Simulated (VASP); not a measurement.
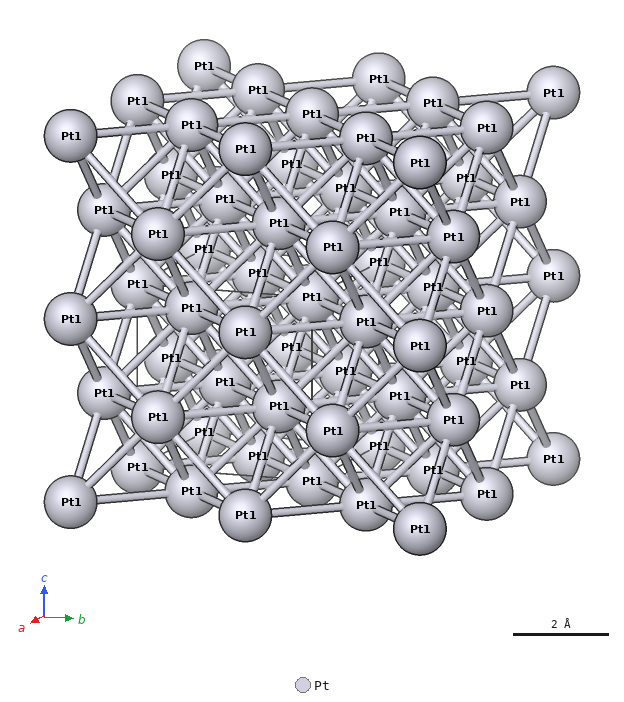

**Figure 1.** The input geometry of run 1 (ball-and-stick view of the cell 4 times as large as that of the calculation, set on its symmetry axes, repeated 2 × 2 × 2, seen slightly off an axis; atoms are numbered from 1 in the order of the input). Near neighbours in the crystal (not all of them lie inside the picture): Pt has 12 Pt at 2.81 Å.

**What a change does: single-point calculation on Pt**

System: Pt (Fm-3m, 1 atom in the cell).
Method of run 1: Kohn-Sham DFT of a periodic cell, PBE, spin-orbit coupling, VASP PAW PBE potentials, recommended (VASP 6.6.1).

The structure derives from an entry of the Crystallography Open Database. 

## INCAR, run 1
```
PREC = Accurate
ENCUT = 520
EDIFF = 1E-7
ISMEAR = 0
SIGMA = 0.1
LREAL = False
LASPH = True
NELM = 100
ALGO = Normal
ISIF = 2
LWAVE = False
LCHARG = False
MAGMOM = 0 0 0
LORBIT = 11
LSORBIT = True
GGA_COMPAT = False
LMAXMIX = 4
GGA = PE
KPAR = 4
```

## KPOINTS, run 1
```
Automatic mesh
0
Gamma
  18 18 18
```

## POSCAR, run 1
```
Pt                                      
1.0
    0.0000000000      1.9859745262      1.9859745262
    1.9859745262      0.0000000000      1.9859745262
    1.9859745262      1.9859745262      0.0000000000
  Pt            
     1
Direct
     0.0000000000000000    0.0000000000000000    0.0000000000000000
```

Command:
```bash
cat potpaw_PBE.64/Pt/POTCAR > POTCAR
mpirun -np 4 vasp_ncl > vasp.out
```

Hardware: 4 threads of Intel Xeon (Sapphire Rapids), 256 GiB of memory available, shared host.

## OSZICAR and lines of OUTCAR (run 1)
```
N       E                     dE             d eps       ncg     rms          rms(c)
DAV:   1     0.514660027795E+02    0.51466E+02   -0.50885E+03  7124   0.105E+03
DAV:   2    -0.578690174664E+01   -0.57253E+02   -0.53835E+02  7610   0.236E+02
DAV:   3    -0.687283607639E+01   -0.10859E+01   -0.10684E+01  8422   0.316E+01
DAV:   4    -0.687869855880E+01   -0.58625E-02   -0.58606E-02  7714   0.247E+00
DAV:   5    -0.687876017508E+01   -0.61616E-04   -0.61614E-04  7740   0.263E-01    0.132E+01
DAV:   6    -0.653908124467E+01    0.33968E+00   -0.49445E-01  7264   0.873E+00    0.722E+00
DAV:   7    -0.650225169768E+01    0.36830E-01   -0.81427E-02  7638   0.353E+00    0.293E+00
DAV:   8    -0.649903632482E+01    0.32154E-02   -0.29681E-03  7410   0.545E-01    0.123E+00
DAV:   9    -0.649882211235E+01    0.21421E-03   -0.49770E-04  7898   0.238E-01    0.166E-01
DAV:  10    -0.649880708132E+01    0.15031E-04   -0.17418E-05  7532   0.479E-02    0.124E-02
DAV:  11    -0.649881092161E+01   -0.38403E-05   -0.87969E-07  7550   0.109E-02    0.103E-02
DAV:  12    -0.649881132320E+01   -0.40159E-06   -0.88116E-08  6680   0.300E-03    0.136E-03
DAV:  13    -0.649881128018E+01    0.43019E-07   -0.34739E-09  3682   0.590E-04
   1 F= -.64988113E+01 E0= -.64946359E+01  d E =-.835075E-02  mag=    -0.0000    -0.0000     0.0000
[... from OUTCAR:]
  free energy    TOTEN  =        -6.49881128 eV
  energy without entropy =       -6.49046053  energy(sigma->0) =       -6.49463590
 E-fermi :  10.6173     XC(G=0): -13.2665     alpha+bet :-15.9939
  free  energy   TOTEN  =        -6.4988112802 eV
  energy  without entropy=       -6.4904605266  energy(sigma->0) =       -6.49463590
```

For run 2 the input was changed thus:
```diff
-    0.0000000000      1.9859745262      1.9859745262
-    1.9859745262      0.0000000000      1.9859745262
-    1.9859745262      1.9859745262      0.0000000000
+    0.0000000000      2.0249250919      2.0249250919
+    2.0249250919      0.0000000000      2.0249250919
+    2.0249250919      2.0249250919      0.0000000000
```

What does this change do to the results?

With the same functional and potentials, run 2 lies 37.1 meV per atom higher. The pressure goes from −0.01 to −12.09 GPa. The volume per atom goes from 15.67 to 16.61 Å³. The cell is scaled evenly with the atoms at fixed fractional positions, so −ΔP/Δ ln V estimates the bulk modulus midway between the two volumes: about 210 GPa. The number of SCF iterations is the same. The plane waves at Γ go from 888.0 to 918.0.

## OSZICAR and lines of OUTCAR (run 2)
```
N       E                     dE             d eps       ncg     rms          rms(c)
DAV:   1     0.513575700173E+02    0.51358E+02   -0.50564E+03  7124   0.105E+03
DAV:   2    -0.573438250446E+01   -0.57092E+02   -0.53751E+02  7542   0.233E+02
DAV:   3    -0.683926563714E+01   -0.11049E+01   -0.10834E+01  8502   0.314E+01
DAV:   4    -0.684535114537E+01   -0.60855E-02   -0.60835E-02  7662   0.248E+00
DAV:   5    -0.684541725429E+01   -0.66109E-04   -0.66108E-04  7836   0.271E-01    0.113E+01
DAV:   6    -0.649458148935E+01    0.35084E+00   -0.55673E-01  7228   0.911E+00    0.627E+00
DAV:   7    -0.646465121227E+01    0.29930E-01   -0.68076E-02  7750   0.316E+00    0.286E+00
DAV:   8    -0.646189445367E+01    0.27568E-02   -0.23960E-03  7398   0.467E-01    0.119E+00
DAV:   9    -0.646175637699E+01    0.13808E-03   -0.29889E-04  7904   0.177E-01    0.154E-01
DAV:  10    -0.646174259744E+01    0.13780E-04   -0.14780E-05  7530   0.433E-02    0.121E-02
DAV:  11    -0.646174637522E+01   -0.37778E-05   -0.10025E-06  7436   0.124E-02    0.119E-02
DAV:  12    -0.646174680966E+01   -0.43444E-06   -0.13208E-07  7990   0.360E-03    0.166E-03
DAV:  13    -0.646174676323E+01    0.46430E-07   -0.14043E-09  3704   0.416E-04
   1 F= -.64617468E+01 E0= -.64573102E+01  d E =-.887322E-02  mag=     0.0000     0.0000     0.0000
[... from OUTCAR:]
  free energy    TOTEN  =        -6.46174676 eV
  energy without entropy =       -6.45287354  energy(sigma->0) =       -6.45731015
 E-fermi :   9.5769     XC(G=0): -12.9219     alpha+bet :-15.0886
  free  energy   TOTEN  =        -6.4617467632 eV
  energy  without entropy=       -6.4528735426  energy(sigma->0) =       -6.45731015
```

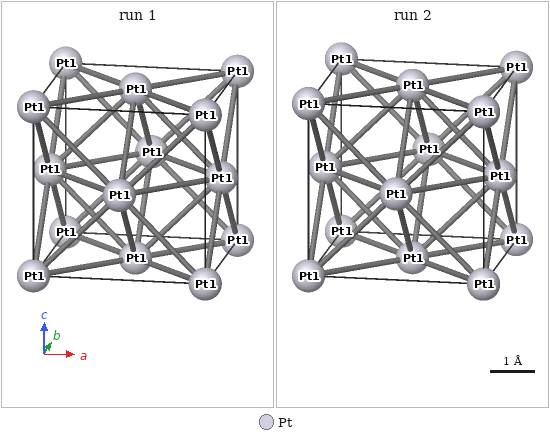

**Figure 2.** The two input geometries at one scale (ball-and-stick view of the cell 4 times as large as that of the calculation, set on its symmetry axes, seen slightly off an axis). No atom moves by more than 0.005 Å relative to the cell. Cell: a = b = c 3.972 → 4.050 Å (+2.0 %). Volume +6.0 %. Among the contacts that change: Pt1–Pt1 2.809 → 2.864 Å.

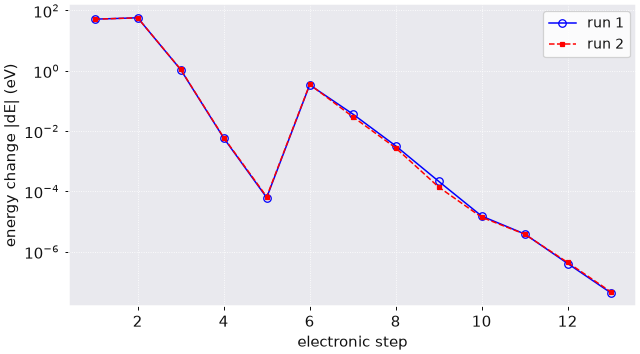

**Figure 3.** Convergence of the two runs: energy change |dE| against the electronic step. Run 1 takes 13 steps in all, and run 2 takes 13.

## The two runs side by side

```csv
quantity,run 1,run 2
outcome,converged,converged
free energy per atom (eV),−6.4988,−6.4617
"energy per atom, smearing taken to zero (eV)",−6.4946,−6.4573
gap on the mesh (eV),0.00,0.00
pressure (GPa),−0.01,−12.09
volume per atom (Å³),15.67,16.61
largest force (eV/Å),0.000,0.000
SCF iterations,13,13
irreducible k-points,195,195
net moment of the cell (μB),0.00,0.00
plane waves at Γ,888,918
```

For run 2: The cell is under a tension of 12.1 GPa at this level, so it is not at its equilibrium volume.
